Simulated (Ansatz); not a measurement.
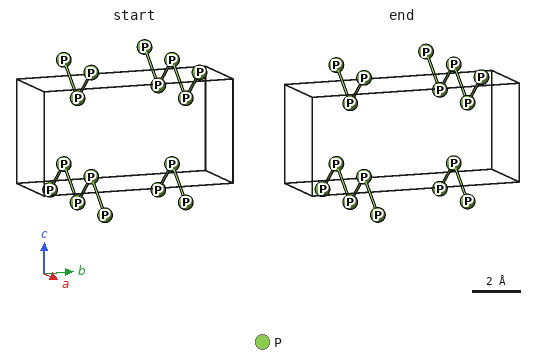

The structure of crystalline P (built on the iodine_64 type) before (left) and after (right) a relaxation, at one scale.

A ball-and-stick model of the conventional cell (2 times the calculation's cell), seen slightly off an axis. Lengths and directions refer to the drawn axes.

Case: iodine type (Cmce, No. 64).

Level of theory: Ansatz 0.2.0, DFT PBE, scalar-relativistic, plane waves, PAW. Settings: plane-wave cutoff 420 eV; k-point mesh 18 × 18 × 12; occupations gaussian; smearing width 0.1 eV; no spin polarisation; cell and atoms relaxed; force threshold 0.01 eV/Å; at most 80 steps.

What changed between the two?

The run was cut off at its time limit before the program reported convergence, but its last step already meets the force threshold: the largest component is 0.0027 eV/Å against 0.01 eV/Å. The pressure is within 0.01 GPa of its target. The largest moves relative to the cell, 0.031 Å, are those of P atoms. The volume changes by +4.7 %, with a 3.219 → 3.244 Å (+0.8 %), b 8.498 → 9.315 Å (+9.6 %), c 4.447 → 4.217 Å (−5.2 %). The space group stays Cmme (No. 67). Over 8 accepted moves (10 points after the start) the energy falls by 9.4 meV per cell of the calculation. The largest force component goes from 0.063 to 0.0027 eV/Å. Pressure: 0.25 GPa at the start and 0.00 GPa at the end. The line search rejected the trial step at point 3 of the run. The SCF was repeated once at an unchanged geometry on a basis and grid sized afresh for the cell, which shifted the energy by 1.0 meV per cell of the calculation at most. The run took of the order of 4 core-minutes on a shared host.
